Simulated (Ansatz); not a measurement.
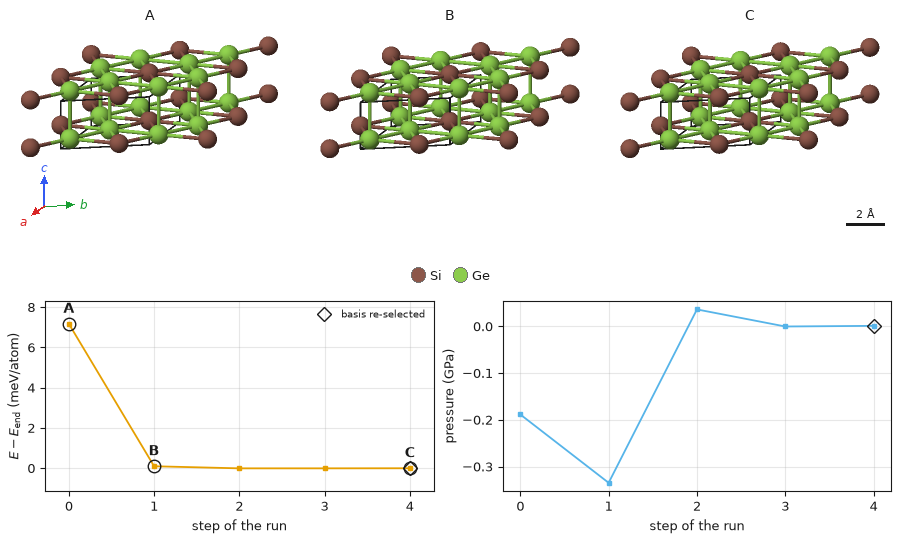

Frames of a relaxation of crystalline SiGe2 (a generated structure, set up in P6/mmm), marked on the history of the run. The picture is a ball-and-stick view of the cell of the calculation, repeated 2 × 2 × 2 with one cell outlined, seen slightly off an axis.

Theory: DFT PBE, scalar-relativistic, plane waves, PAW in Ansatz. Settings: plane-wave cutoff 420 eV; k-point mesh 12 × 12 × 18; occupations gaussian; smearing width 0.1 eV; no spin polarisation; cell and atoms relaxed; force threshold 0.01 eV/Å; at most 80 steps.

**What happens along the run?**

No atom moves by more than 0.005 Å relative to the cell. The drawn cell changes as follows: a = b 4.838 → 4.877 Å (+0.8 %), c 2.665 → 2.609 Å (−2.1 %); the volume changes by −0.5 %. Some distances before and after: Ge–Ge 2.665 → 2.609 Å, Ge–Ge 2.793 → 2.816 Å, Ge–Si 2.793 → 2.816 Å. The space group stays P6/mmm (No. 191). The energy falls by 7.2 meV per atom in 3 accepted moves (4 points after the start). All forces vanish by symmetry, so only the cell relaxes. Pressure: −0.19 GPa at the start and 0.00 GPa at the end. At 1 point the geometry stayed and the basis and grid were re-selected for the new cell (energy shift of less than 0.05 meV per atom at most each time). From step 0 to 1: energy −7.1 meV per atom. From step 1 to 4: volume −0.5 %, energy −0.1 meV per atom.

```json
{"step": "0", "E − E(0), meV/atom": "0.00", "pressure, GPa": "-0.19", "volume, Å³/atom": "18.007", "note": ""}
{"step": "1", "E − E(0), meV/atom": "-7.07", "pressure, GPa": "-0.33", "volume, Å³/atom": "18.002", "note": ""}
{"step": "2", "E − E(0), meV/atom": "-7.18", "pressure, GPa": "0.04", "volume, Å³/atom": "17.909", "note": ""}
{"step": "3", "E − E(0), meV/atom": "-7.18", "pressure, GPa": "0.00", "volume, Å³/atom": "17.918", "note": ""}
{"step": "4", "E − E(0), meV/atom": "-7.17", "pressure, GPa": "0.00", "volume, Å³/atom": "17.918", "note": "same geometry, new basis"}
```
